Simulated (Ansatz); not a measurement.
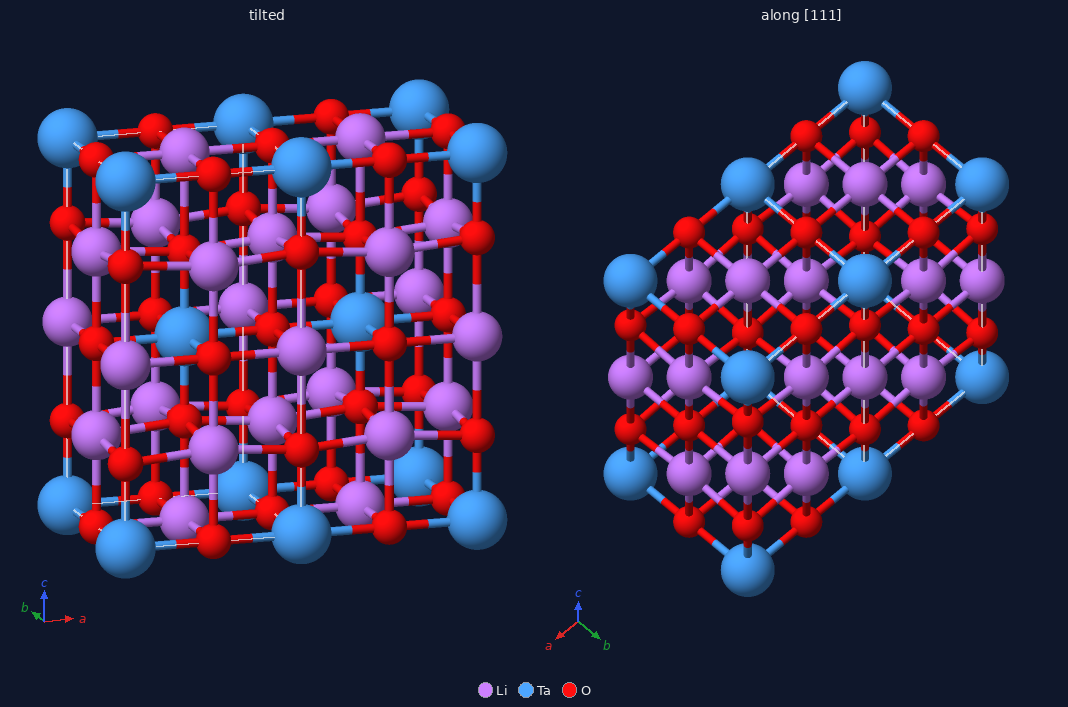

A ball-and-stick picture of a crystal structure, seen slightly off an axis and along [111]. Shown are 2×1×1 repeats of the conventional unit cell, one of them outlined in solid lines. Cell: a = 4.068 Å, b = 4.068 Å, c = 8.318 Å, α = 90.00°, β = 90.00°, γ = 90.00°.

What can be read from this drawing?

- Its composition is Li3TaO4.
- It is body-centred tetragonal, space group I4/mmm (No. 139).
- The cell comprises 2 formula units: 6 Li, 2 Ta, 8 O.
- Li is linked to six O in a distorted octahedral arrangement at about 2.0 to 2.2 Å. The neighbours of Ta are six O in a distorted octahedral arrangement at about 1.9 to 2.0 Å. O takes two kinds of site: 4c with four Li and two Ta in an octahedral arrangement (about 2.1 Å to Li, 2.0 Å to Ta); 4e with five Li and one Ta in a distorted octahedral arrangement (about 2.0 to 2.2 Å to Li, 1.9 Å to Ta).
- With all bonds counted the structure is a three-dimensional framework. Leaving out the bonds to Li, what remains is TaO4 layers parallel to (001).

The initial geometry was a structure listed in the Materials Project. It was relaxed at fixed volume with DFT PBEsol, scalar-relativistic, plane waves, PAW (Ansatz).
